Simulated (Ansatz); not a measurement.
**NbN: geometry relaxation**

NbN (2 atoms in the cell), computed with DFT PBEsol, scalar-relativistic, plane waves, PAW, no spin polarisation (Ansatz 0.2.0).

The structure derives from an entry of the Crystallography Open Database.

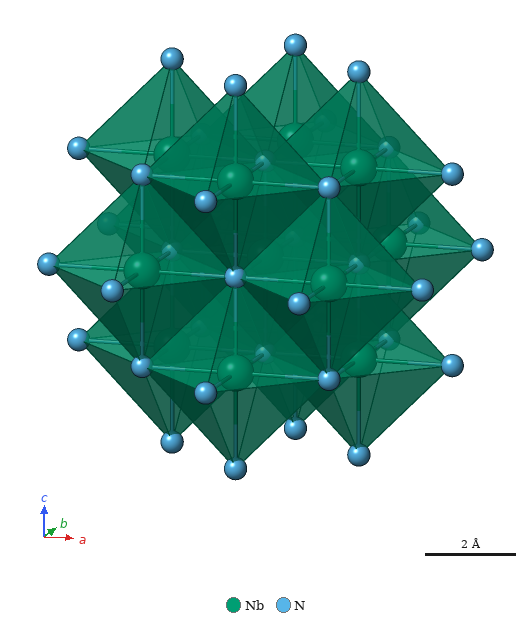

Figure 1. The input geometry (polyhedral view of the cell 4 times as large as that of the calculation, set on its symmetry axes, seen slightly off an axis; polyhedra are completed across the faces of the cell). An atom can appear more than once, as a periodic image.

## Results in brief

| quantity | value |
| --- | --- |
| outcome | converged |
| space group (tolerance 0.01 Å) | Fm-3m (225) |
| electrons treated | 18 |
| free energy | −4876.2503 eV |
| Fermi energy | 20.672 eV |
| gap on the k-point mesh | none (metallic) |
| pressure | −0.03 GPa |
| final volume | 21.01 Å³ |
| largest force (length of the vector) at the end | under 0.001 eV/Å |
| final cell | a = 3.097 Å, b = 3.097 Å, c = 3.097 Å, α = 60.00°, β = 60.00°, γ = 60.00° |
| hardware | 2 threads of Arm Neoverse N1, 24 GiB of memory available, shared host |
| wall time | 12 s (CPU time 23 s) |
| peak memory | 0.34 GiB |

## The input
```yaml
crystal:
  lattice:
    - [0.0, 2.1945, 2.1945]
    - [2.1945, 0.0, 2.1945]
    - [2.1945, 2.1945, 0.0]
  atoms:
    - { symbol: Nb, position: [0.5, 0.5, 0.5] }
    - { symbol: "N", position: [0.0, 0.0, 0.0] }
basis:
  ecutwfc: 420
kpoints:
  mp_grid: { grid: [16, 16, 16] }
hamiltonian:
  xc: pbesol
scf:
  occupations: { method: gaussian, width: 0.1 }
output:
  forces: true
  stress: true
  eigenvalues: true
  write_density: true
  write_potential: true
  elf: true
  volumetric_format: npy
relax:
  adjacent_minimum: "off"
  f_tol: 0.005
  max_steps: 80
  cell: { stress_tol: 0.05 }
```

Run as:
```bash
ansatz run input.yaml --threads 2 --pin off --max-ram 5120MiB --backend cpu --events-out ev --progress --plain --runs-dir out
```

## The program's output
```
Engine: ansatz 0.2.0, aarch64-unknown-linux-gnu
Pseudopotentials: kind: paw
Pseudopotential: Nb, paw, valence charge 13, recommended cutoff 420 eV (normal), Nb.paw.azcp
Pseudopotential: N, paw, valence charge 5, recommended cutoff 420 eV (normal), N.paw.azcp
Functional definition: PBEsol
  exchange = pbesol_x
  correlation = pbesol_c
Crystal: 2 atoms, lattice volume = 21.137 Å³
Basis set: ecut = 420 eV, 411 PW (Γ), exchange–correlation on 48×48×48 points (8 copies of the dense FFT grid, shifted against one another)
Bands: 13, of which v1, the nominal top of the filled ones, is band 9 counted from 1 (8 counted from 0)
Symmetry: 48 space group operations
Space group: Fm-3m (ITA 225), of the structure as read, at distance tolerance 2.8e-5 Å
k-points: 145 of 4096
Non-local potential: Nb, projectors of the file, l = 0: 3, l = 1: 2, l = 2: 2, l = 3: 1
Non-local potential: N, projectors of the file, l = 0: 2, l = 1: 2, l = 2: 1
PAW form: soft (Blöchl's): semilocal exchange-correlation on the pseudo side does not see the compensation charge
PAW frozen core: Nb, regenerated for the run's functional, and the local potential with it (the file was generated under x = pbe(κ = 0.804, μ = 0.2195149727645171), c = pbe(β = 0.06672455060314922))
PAW frozen core: N, regenerated for the run's functional, and the local potential with it (the file was generated under x = pbe(κ = 0.804, μ = 0.2195149727645171), c = pbe(β = 0.06672455060314922))
PAW one-centre angular grid: Nb, 590 points (default); XC on 64 Gauss nodes
PAW one-centre angular grid: N, 110 points (default); XC on 64 Gauss nodes
Initial density: superposition of atomic densities (neutral atoms: chi_scale 0, normalization atom), corrected by the library's trained network
Initial wavefunctions: pseudopotential atomic-orbital guess
Functional: x = pbesol(κ = 0.804, μ = 0.12345679012345678), c = pbesol(β = 0.046)
SCF iter   1: F=—  HF=-4876.256611 eV  |F-HF|=—  |Δ(HF+E_count)|=         —  Δρ=1.16e-2  dr2=2.72e-2  ethr=1.77e-3  ⟨swp⟩=5.1  Hψ=21886  notcnv=0  defer=16
automatic band count: the SCF goes on with 17 bands, as 13 were too few: the levels above may hold too much charge
preconditioner: auto → none  [metal: Δε(μ)=0.016 eV  Ē_g=14.985 eV  σ=0.100 eV  W_gap=0.09  n_scr=8 (ndim 8)  ℏωp=25.5 eV  f_vac=0.000  D(μ)=1.28/eV (n_scr^D=14)  sad-step TF]
SCF iter   2: F=—  HF=-4876.252489 eV  |F-HF|=—  |Δ(HF+E_count)|=   4.12e-3  Δρ=7.44e-3  dr2=1.23e-2  ethr=1.51e-4  ⟨swp⟩=1.0  Hψ=3625  notcnv=0  defer=17
SCF iter   3: F=—  HF=-4876.249563 eV  |F-HF|=—  |Δ(HF+E_count)|=   2.93e-3  Δρ=7.80e-4  dr2=7.40e-5  ethr=6.82e-5  ⟨swp⟩=2.1  Hψ=2558  notcnv=0  defer=18
SCF iter   4: F=—  HF=-4876.249537 eV  |F-HF|=—  |Δ(HF+E_count)|=   2.53e-5  Δρ=1.25e-4  dr2=2.84e-6  ethr=4.11e-7  ⟨swp⟩=2.2  Hψ=3333  notcnv=0  defer=18
iter 5 did not close the SCF: its close was put off for the readings that it lacked (scf_convergence_deferred on its scf_iter line)
SCF iter   5: F=-4876.249537 eV  HF=-4876.249537 eV  |F-HF|=1.81e-8  |Δ(HF+E_count)|=   3.81e-7  Δρ=1.38e-5  dr2=2.58e-8  ethr=1.58e-8  ⟨swp⟩=2.2  Hψ=2551  notcnv=0  defer=18
SCF iter   6: F=-4876.249537 eV  HF=-4876.249537 eV  |F-HF|=8.19e-11  |Δ(HF+E_count)|=   6.15e-9  Δρ=1.14e-6  dr2=5.03e-11  ethr=1.44e-10  ⟨swp⟩=8.2  Hψ=14197  notcnv=0
SCF 1 converged in 6 iterations: F = -4876.249537 eV  dr2 = 5.03e-11
  greatest PAW one-centre occupation: 0.998 electrons in one spin orbital (limit 2), on the Nb atom at site 0 (counted from 0), in its partial waves of l = 0
relax step   1: F+E_penalty+E_count = -4876.24953703 eV  Δ(F+E_penalty+E_count) = +0.000e0 eV  max|allowed force component| = 2.183e-29 eV/Å  Δτ_max = 0.0000 Å  P = -1.945 GPa  Ω = 21.137 Å³  (6 SCF iters, dr2 threshold 1.00e-7 eV, accepted)
Crystal: 2 atoms, lattice volume = 20.972 Å³
Bands: 17, of which v1, the nominal top of the filled ones, is band 9 counted from 1 (8 counted from 0)
Initial density: handed on by an earlier stage of this run
Initial wavefunctions: those handed on with the density
iter 1 solved again at ethr=3.84e-6 eV; its pass at ethr=3.10e-3 eV (dr2=6.91e-4 eV) is discarded
SCF iter   1: F=—  HF=-4876.250804 eV  |F-HF|=—  |Δ(HF+E_count)|=         —  Δρ=1.73e-3  dr2=6.67e-4  ethr=3.84e-6  ⟨swp⟩=1.6  Hψ=12481  notcnv=0
preconditioner: auto → none  [metal: Δε(μ)=0.013 eV  Ē_g=15.122 eV  σ=0.100 eV  W_gap=0.07  n_scr=8 (ndim 8)  ℏωp=25.6 eV  f_vac=0.000  D(μ)=1.23/eV (n_scr^D=14)]
SCF iter   2: F=—  HF=-4876.250682 eV  |F-HF|=—  |Δ(HF+E_count)|=   1.23e-4  Δρ=7.37e-4  dr2=1.37e-4  ethr=3.71e-6  ⟨swp⟩=1.0  Hψ=2465  notcnv=0
SCF iter   3: F=—  HF=-4876.250651 eV  |F-HF|=—  |Δ(HF+E_count)|=   3.04e-5  Δρ=8.21e-5  dr2=9.04e-7  ethr=7.60e-7  ⟨swp⟩=1.1  Hψ=2536  notcnv=0
iter 4 did not close the SCF: its close was put off for the readings that it lacked (scf_convergence_deferred on its scf_iter line)
SCF iter   4: F=-4876.250651 eV  HF=-4876.250651 eV  |F-HF|=8.80e-9  |Δ(HF+E_count)|=   4.20e-8  Δρ=1.35e-5  dr2=2.30e-8  ethr=5.02e-9  ⟨swp⟩=2.4  Hψ=3254  notcnv=0
iter 5 did not close the SCF: its close was put off for the readings that it lacked (scf_convergence_deferred on its scf_iter line)
SCF iter   5: F=-4876.250651 eV  HF=-4876.250651 eV  |F-HF|=7.37e-11  |Δ(HF+E_count)|=  6.71e-10  Δρ=1.34e-6  dr2=6.84e-11  ethr=1.28e-10  ⟨swp⟩=2.5  Hψ=3775  notcnv=0
SCF iter   6: F=-4876.250651 eV  HF=-4876.250651 eV  |F-HF|=9.09e-13  |Δ(HF+E_count)|=  8.09e-11  Δρ=8.24e-8  dr2=6.53e-13  ethr=1.00e-12  ⟨swp⟩=4.0  Hψ=8916  notcnv=0
SCF 2 converged in 6 iterations: F = -4876.250651 eV  dr2 = 6.53e-13
relax step   2: F+E_penalty+E_count = -4876.25065114 eV  Δ(F+E_penalty+E_count) = -1.114e-3 eV  max|allowed force component| = 4.575e-29 eV/Å  Δτ_max = 0.0000 Å  P = +0.672 GPa  Ω = 20.972 Å³  energy of the carried Pulay correction = +4.509e-4 eV  (6 SCF iters, dr2 threshold 2.00e-7 eV, accepted)
Crystal: 2 atoms, lattice volume = 21.014 Å³
iter 1 solved again at ethr=2.57e-7 eV; its pass at ethr=3.10e-3 eV (dr2=4.63e-5 eV) is discarded
SCF iter   1: F=—  HF=-4876.250634 eV  |F-HF|=—  |Δ(HF+E_count)|=         —  Δρ=4.48e-4  dr2=4.46e-5  ethr=2.57e-7  ⟨swp⟩=1.0  Hψ=11862  notcnv=0
preconditioner: auto → none  [metal: Δε(μ)=0.011 eV  Ē_g=15.092 eV  σ=0.100 eV  W_gap=0.06  n_scr=8 (ndim 8)  ℏωp=25.6 eV  f_vac=0.000  D(μ)=1.24/eV (n_scr^D=14)]
SCF iter   2: F=—  HF=-4876.250625 eV  |F-HF|=—  |Δ(HF+E_count)|=   9.12e-6  Δρ=1.91e-4  dr2=9.18e-6  ethr=2.48e-7  ⟨swp⟩=1.0  Hψ=2465  notcnv=0
iter 3 did not close the SCF: its close was put off for the readings that it lacked (scf_convergence_deferred on its scf_iter line)
SCF iter   3: F=-4876.250623 eV  HF=-4876.250623 eV  |F-HF|=2.93e-8  |Δ(HF+E_count)|=   1.98e-6  Δρ=2.13e-5  dr2=6.16e-8  ethr=5.10e-8  ⟨swp⟩=1.1  Hψ=2530  notcnv=0
iter 4 did not close the SCF: its close was put off for the readings that it lacked (scf_convergence_deferred on its scf_iter line)
SCF iter   4: F=-4876.250623 eV  HF=-4876.250623 eV  |F-HF|=5.93e-10  |Δ(HF+E_count)|=   3.42e-9  Δρ=3.48e-6  dr2=1.55e-9  ethr=3.42e-10  ⟨swp⟩=2.4  Hψ=3210  notcnv=0
iter 5 did not close the SCF: its close was put off for the readings that it lacked (scf_convergence_deferred on its scf_iter line)
SCF iter   5: F=-4876.250623 eV  HF=-4876.250623 eV  |F-HF|=3.64e-12  |Δ(HF+E_count)|=  7.09e-11  Δρ=3.44e-7  dr2=4.52e-12  ethr=8.58e-12  ⟨swp⟩=2.6  Hψ=3781  notcnv=0
SCF iter   6: F=-4876.250623 eV  HF=-4876.250623 eV  |F-HF|=2.73e-12  |Δ(HF+E_count)|=  2.73e-12  Δρ=2.12e-8  dr2=4.11e-14  ethr=1.00e-12  ⟨swp⟩=3.2  Hψ=8202  notcnv=0
SCF 3 converged in 6 iterations: F = -4876.250623 eV  dr2 = 4.11e-14
relax step   3: F+E_penalty+E_count = -4876.25062289 eV  Δ(F+E_penalty+E_count) = +2.824e-5 eV  max|allowed force component| = 4.552e-30 eV/Å  Δτ_max = 0.0000 Å  P = -0.006 GPa  Ω = 21.014 Å³  energy of the carried Pulay correction = +3.354e-4 eV  (6 SCF iters, dr2 threshold 2.00e-7 eV, accepted)
Initial wavefunctions: pseudopotential atomic-orbital guess (no wavefunctions were taken with the density)
iter 1 solved again at ethr=5.02e-8 eV; its pass at ethr=3.10e-3 eV (dr2=9.04e-6 eV) is discarded
SCF iter   1: F=—  HF=-4876.250346 eV  |F-HF|=—  |Δ(HF+E_count)|=         —  Δρ=2.71e-5  dr2=2.66e-8  ethr=5.02e-8  ⟨swp⟩=3.0  Hψ=17914  notcnv=0
preconditioner: auto → none  [metal: Δε(μ)=0.010 eV  Ē_g=15.094 eV  σ=0.100 eV  W_gap=0.06  n_scr=8 (ndim 8)  ℏωp=25.6 eV  f_vac=0.000  D(μ)=1.24/eV (n_scr^D=14)]
SCF iter   2: F=—  HF=-4876.250346 eV  |F-HF|=—  |Δ(HF+E_count)|=   2.48e-7  Δρ=1.25e-5  dr2=4.14e-9  ethr=1.48e-10  ⟨swp⟩=2.2  Hψ=3442  notcnv=0
SCF iter   3: F=—  HF=-4876.250346 eV  |F-HF|=—  |Δ(HF+E_count)|=   6.13e-9  Δρ=1.37e-6  dr2=5.52e-11  ethr=2.30e-11  ⟨swp⟩=2.0  Hψ=3079  notcnv=0
iter 4 did not close the SCF: its close was put off for the readings that it lacked (scf_convergence_deferred on its scf_iter line)
SCF iter   4: F=-4876.250346 eV  HF=-4876.250346 eV  |F-HF|=1.82e-12  |Δ(HF+E_count)|=  1.00e-10  Δρ=1.25e-7  dr2=1.92e-12  ethr=1.00e-12  ⟨swp⟩=1.1  Hψ=2561  notcnv=0
iter 5 did not close the SCF: its close was put off for the readings that it lacked (scf_convergence_deferred on its scf_iter line)
SCF iter   5: F=-4876.250346 eV  HF=-4876.250346 eV  |F-HF|=9.09e-13  |Δ(HF+E_count)|=  9.09e-13  Δρ=2.36e-8  dr2=5.11e-14  ethr=1.00e-12  ⟨swp⟩=1.0  Hψ=2465  notcnv=0
iter 6 did not close the SCF: its close was put off for the readings that it lacked (scf_convergence_deferred on its scf_iter line)
SCF iter   6: F=-4876.250346 eV  HF=-4876.250346 eV  |F-HF|=0.00e0  |Δ(HF+E_count)|=  9.09e-13  Δρ=3.26e-9  dr2=2.53e-15  ethr=1.00e-12  ⟨swp⟩=1.0  Hψ=2465  notcnv=0
iter 7 did not close the SCF: its close was put off for the readings that it lacked (scf_convergence_deferred on its scf_iter line)
SCF iter   7: F=-4876.250346 eV  HF=-4876.250346 eV  |F-HF|=1.82e-12  |Δ(HF+E_count)|=  9.09e-13  Δρ=8.15e-10  dr2=1.06e-16  ethr=1.00e-12  ⟨swp⟩=1.0  Hψ=2465  notcnv=0
SCF iter   8: F=-4876.250346 eV  HF=-4876.250346 eV  |F-HF|=9.09e-13  |Δ(HF+E_count)|=  9.09e-13  Δρ=1.15e-10  dr2=3.06e-18  ethr=1.00e-12  ⟨swp⟩=1.2  Hψ=5575  notcnv=0
SCF 4 converged in 8 iterations: F = -4876.250346 eV  dr2 = 3.06e-18
relax step   4: F+E_penalty+E_count = -4876.25034595 eV  Δ(F+E_penalty+E_count) = +2.769e-4 eV  max|allowed force component| = 7.921e-30 eV/Å  Δτ_max = 0.0000 Å  P = -0.030 GPa  Ω = 21.014 Å³  stress off target by 3.03e-2 GPa  SCF on the basis re-selected at this cell (its energy is not comparable with the rows above)  (8 SCF iters)
```

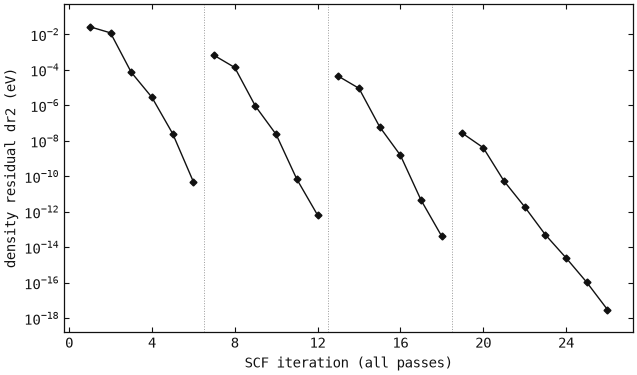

Figure 2. Convergence of the self-consistent field: density residual dr2 against the SCF iteration. The dotted lines part the SCF passes of the relaxation: geometry steps, rejected trials and re-solves on a re-selected basis. The passes take 6, 6, 6 and 8 iterations.

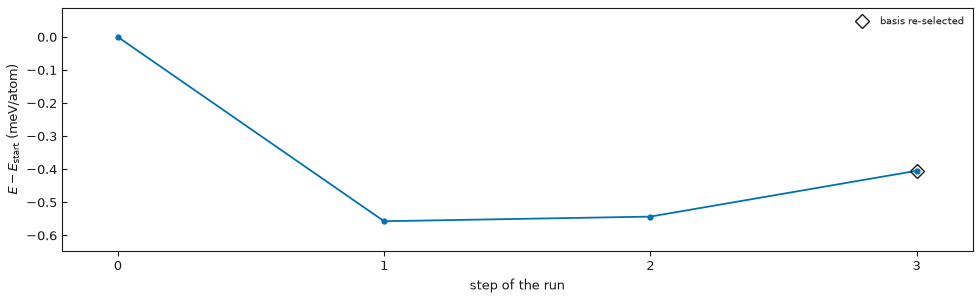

Figure 3. Progress of the relaxation, step by step (the first geometry is step 0 here and step 1 in the log). After 2 geometry steps the energy has fallen by 0.5 meV per atom. All forces vanish by symmetry, so only the cell relaxes. The pressure goes from −1.94 to −0.03 GPa. The atoms keep their places relative to the cell (all moves are under 0.005 Å). The volume changes by −0.6 %, with a = b = c 4.389 → 4.380 Å (−0.2 %). Distances before and after: Nb1–N2 2.195 → 2.190 Å. The space group stays Fm-3m (No. 225). A last SCF at the same geometry on a re-selected plane-wave basis shifts the energy by +0.1 meV per atom. (Atoms are counted from 1 in the order of the input.)

```
basis re-selected at this cell: Δ(F+E_penalty+E_count) = +2.769e-4 eV, ΔP = -0.024 GPa vs the last step (what re-selecting the basis moved, of the pressure what is left beyond the Pulay correction that the steps carried, after the strain that the cell walked since its last selection, with what the two solves' SCF thresholds leave and, on support functions, any second-order correction that the steps lacked; it is no measure of the basis error at this ecutwfc). This SCF's stress stands 3.03e-2 GPa from its target on what of the cell is left free (relax.cell.stress_tol is 5.00e-2 GPa) and its largest allowed force component is 7.92e-30 eV/Å (relax.f_tol is 5.00e-3 eV/Å): within both
SCF converged after 8 iterations
Free energy (F): -4876.250346 eV
Harris-Foulkes:  -4876.250346 eV  (|F-HF|=9.09e-13)
Internal energy: -4876.244157 eV  (E = F + TS)
E sigma→0 (E₀):  -4876.247251 eV
Entropy (-TS):   -0.006189 eV (-3.095 meV/atom)
Fermi energy:    20.671745 eV
--- Per-component energies (eV) ---
  E_band       = -8.284040
  E_kinetic    = 528.798803
  E_local      = -716.567406  (includes V_loc(G=0)·N_el)
  E_nonlocal   = 165.566616
  E_hartree    = 215.971201
  E_xc         = -235.788050
  E_vxc        = -290.946300  (∫ρ·V_xc dr)
  E_paw        = -3139.670295  (= ΣΔE_a)
  E_vpaw       = -127.078251  (= ΣTr[D̂ρ^β])
  E_aug_tail   = 0.000096  (compensation charges beyond the density's cutoff)
  E_ewald      = -1694.771931
  E_core_change = 0.216808  (= ΣΔE_core)
  E_smearing   = -0.006189  (= −TS)
  E_closure    = -0.000000  (closes the sum)
  Σ components = -4876.250346   (vs F -4876.250346, Δ=0.00e0)
--- Forces (eV/Å), atoms counted from 1 ---
  atom   1  Nb     0.00000000    -0.00000000    -0.00000000
  atom   2  N     -0.00000000     0.00000000     0.00000000
  max |Σ_I F_I| component: 1.36e-29 eV/Å
--- Stress (GPa, compression-positive) ---
       -0.030283      -0.000000      -0.000000
       -0.000000      -0.030283      -0.000000
       -0.000000       0.000000      -0.030283
  P = ⅓ Tr σ = -0.0303 GPa (-0.303 kbar)
--- Band table (eV; the first three rows and the last of 145) ---
  k-point 0: bands = ["-35.5928", "-11.2759", "-11.2759", "-11.2759", "3.0431", "17.3144", "17.3144", "17.3144", "18.6156", "18.6156", "18.6156", "20.5015", "20.5015", "23.9526", "29.9457", "43.5030", "43.5030"]
  k-point 1: bands = ["-35.5874", "-11.3220", "-11.2796", "-11.2796", "3.1320", "16.8263", "16.9371", "16.9371", "18.7689", "18.7689", "18.8847", "20.9185", "20.9185", "24.1884", "30.2100", "42.5562", "43.0008"]
  k-point 2: bands = ["-35.5719", "-11.4515", "-11.2900", "-11.2900", "3.3867", "15.8767", "16.2026", "16.2026", "19.1028", "19.1028", "19.2836", "21.8866", "21.8866", "24.8032", "30.9347", "40.8775", "41.6720"]
  k-point 144: bands = ["-35.4015", "-11.9160", "-11.9160", "-11.6754", "4.4163", "13.9089", "14.6037", "14.6037", "20.5610", "20.5610", "23.5559", "24.2130", "25.3041", "32.4838", "32.5741", "32.5741", "36.7567"]
--- Relaxed structure (3 steps of the walk, 3 accepted, 1 SCFs on fresh bases) ---
  F+E_penalty+E_count = -4876.25034595 eV   max|allowed force component| = 7.921e-30 eV/Å   (the final SCF, on the basis selected at the relaxed cell)
  cell:  # Å, volume = 21.0141 Å³
    - [6.114446439474709e-34, 2.1902482603579174, 2.1902482603579174]
    - [2.1902482603579174, 2.165533113980626e-34, 2.1902482603579174]
    - [2.1902482603579174, 2.1902482603579174, 7.260905146876216e-34]
  atoms:
    - { symbol: Nb, position: [0.5, 0.5, 0.5] }
    - { symbol: N, position: [-1.4855491757751243e-36, 1.3141396554920041e-36, 1.3141396554853526e-36] }
```

## Trajectory as extended XYZ (Å, eV, eV/Å), 4 frames, from step=1 to step=4
```
2
Lattice="0.0000 2.1945 2.1945 2.1945 0.0000 2.1945 2.1945 2.1945 0.0000" Properties=species:S:1:pos:R:3:forces:R:3 step=1 energy=-4876.24954 pressure_GPa=-1.94
Nb    2.1945    2.1945    2.1945    0.0000   0.0000   0.0000
N     0.0000    0.0000    0.0000    0.0000   0.0000   0.0000
2
Lattice="0.0000 2.1888 2.1888 2.1888 0.0000 2.1888 2.1888 2.1888 0.0000" Properties=species:S:1:pos:R:3:forces:R:3 step=2 energy=-4876.25065 pressure_GPa=0.67
Nb    2.1888    2.1888    2.1888    0.0000   0.0000   0.0000
N     0.0000    0.0000    0.0000    0.0000   0.0000   0.0000
2
Lattice="0.0000 2.1902 2.1902 2.1902 0.0000 2.1902 2.1902 2.1902 0.0000" Properties=species:S:1:pos:R:3:forces:R:3 step=3 energy=-4876.25062 pressure_GPa=-0.01
Nb    2.1902    2.1902    2.1902    0.0000   0.0000   0.0000
N     0.0000    0.0000    0.0000    0.0000   0.0000   0.0000
2
Lattice="0.0000 2.1902 2.1902 2.1902 0.0000 2.1902 2.1902 2.1902 0.0000" Properties=species:S:1:pos:R:3:forces:R:3 step=4 energy=-4876.25035 pressure_GPa=-0.03
Nb    2.1902    2.1902    2.1902    0.0000   0.0000   0.0000
N     0.0000    0.0000    0.0000    0.0000   0.0000   0.0000
```

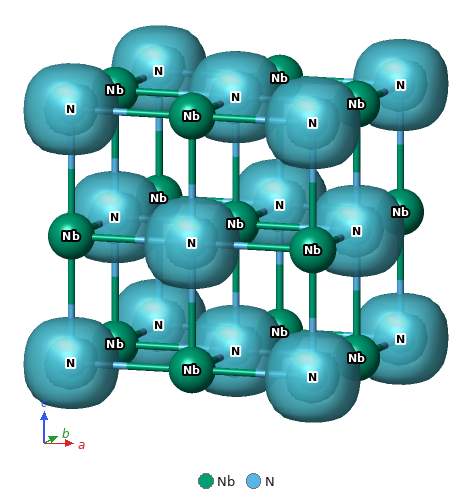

Figure 4. Isosurface of the electron localisation function at 0.7 (cyan), seen slightly off an axis. Only the valence region is drawn (cores and ρ < 0.01 e/Å³ removed). Sticks mark near contacts. The outline is the cell set on symmetry axes. Along the contacts the grid gives the following. Nb–N (2.19 Å): the ELF peaks at about 0.80 in the valence shell of N, 0.6 Å from its nucleus, and drops to about 0.15 between the two atoms; no shared pair; the contact is polar. Core electrons are frozen (PAW), so the fields are smoothed inside the atomic spheres.

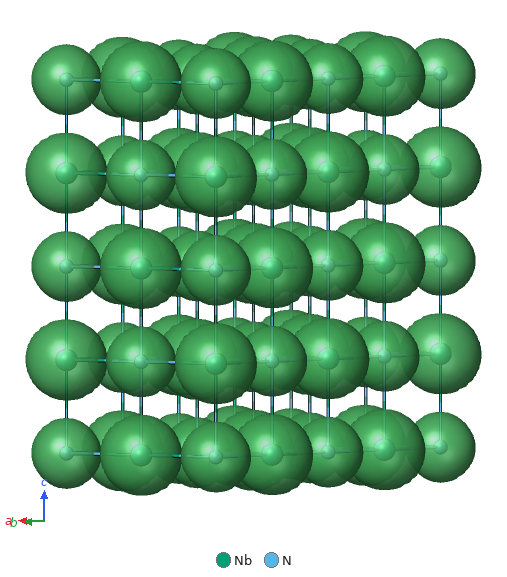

Figure 5. Isosurface of the valence charge density (pseudo) at 0.8 e/Å³ (green), seen at an oblique angle. Sticks mark near contacts. The outline is the cell set on symmetry axes. At this value the density breaks into separate islands; it holds about 70 % of the electrons treated as valence (semicore included). It is pinched off along the Nb–N (2.19 Å) contacts. On the grid the lowest density along these lines, outside the cores, is 0.55 e/Å³ (Nb–N, 2.19 Å).
